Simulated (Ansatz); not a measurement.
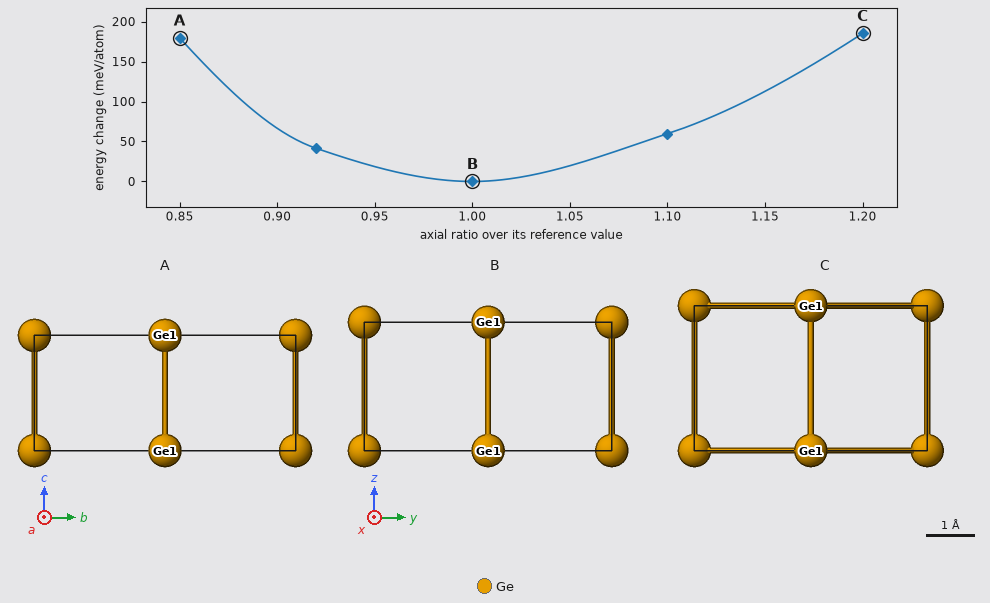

Solid Ge (Cmmm): the ratio of the cell's length along z to its lengths across, counted as 1 for the reference, is changed at fixed volume (a c/a path), with the atoms kept at their fractional coordinates. x, y and z are the Cartesian axes of the input. The lettered frames are marked on the plot. Style: ball-and-stick. Shown: the conventional cell (2 times the calculation's cell), along the a axis. Lengths and directions refer to the drawn axes.

Computed with DFT r2SCAN, scalar-relativistic, plane waves, PAW (Ansatz 0.2.0). Settings: plane-wave cutoff 500 eV; k-point mesh 22 × 22 × 20; occupations gaussian; smearing width 0.15 eV; no spin polarisation. Energies (free energies at the smearing named) are counted from the cell as listed in its source, which wasn't relaxed.

Question: What does the scan show?

Answer: The lowest computed point lies at the relative ratio 1.00 (0.0 meV/atom). At the ends of the scan the energy is 179.4 meV/atom (0.85) and 185.2 meV/atom (1.20). The unrelaxed reference is under a pressure of −3.2 GPa. The distortion keeps the space group Cmmm. At the relative ratio 1.20 the cell of the drawing goes a 2.794 → 2.630 Å, b 5.201 → 4.894 Å, c 2.698 → 3.047 Å.

The computed points:

```csv
axial ratio over its reference value,energy change (meV/atom)
0.85,179.4
0.92,41.4
1.00,0.0
1.10,59.7
1.20,185.2
```
